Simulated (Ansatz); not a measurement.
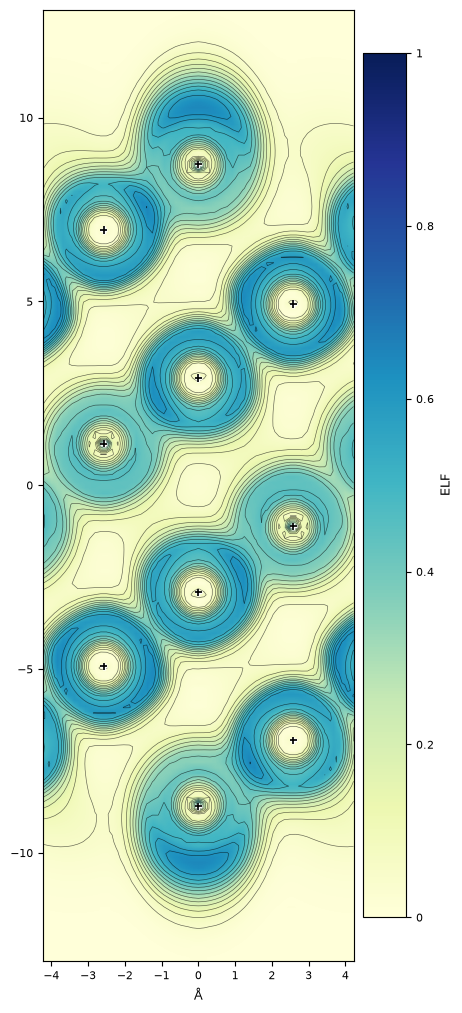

The ELF on a plane through atoms (crosses mark nuclei in the plane).

Method: Ansatz 0.2.0, DFT PBE, scalar-relativistic, plane waves, PAW.

Candidates:
A. Bi$_{2}$Te$_{3}$ (slab), a = 4.47 Å, b = 4.47 Å, c = 32.47 Å, α = 90.00°, β = 90.00°, γ = 120.00°. Not relaxed (largest force 0.3 eV/Å).
B. PbO$_{2}$, a = 5.08 Å, b = 5.08 Å, c = 3.44 Å, α = 90.00°, β = 90.00°, γ = 90.00°. Space group P4₂/mnm; a generated structure, not necessarily the stable one; built by placing these elements on a known structure type.

Q: Which system is this?

A: Candidate A: Bi$_{2}$Te$_{3}$ on the (110) plane of the calculation cell, a cut from vacuum to vacuum, which holds Bi and Te. Bi–Te (3.14 Å): the ELF peaks at about 0.65 between the atoms.
